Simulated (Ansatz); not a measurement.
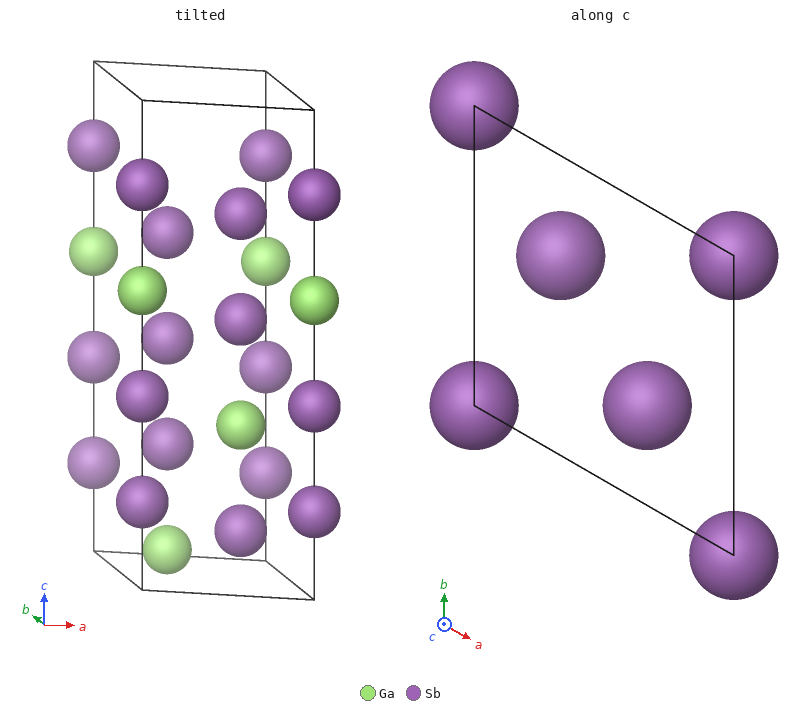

An orthographic spheres-only view of the structure, slightly off an axis and along the c axis. Atoms at the boundary of the conventional unit cell (the box) are drawn once for each face, edge or corner they touch.

GaSb$_{3}$, space group P3m1 (No. 156), a = 5.16 Å, b = 5.16 Å, c = 14.64 Å, α = 90.00°, β = 90.00°, γ = 120.00°.

Theory: DFT PBE+D3(BJ), scalar-relativistic, plane waves, PAW (Ansatz). Numerical settings: an energy cutoff of 420 eV, k-points about 0.13 Å⁻¹ apart, Gaussian smearing of 0.15 eV, no spin polarisation.

Predict the gap.

Answer. A metal: bands cross the Fermi level.

What is the pressure at this volume?

Answer. The computed pressure is -0.7 GPa (stretched: it would shrink).

The model was built from a structure listed in the Materials Project. The cell was then strained or its atoms displaced on purpose. It was the input of a calculation with Ansatz.
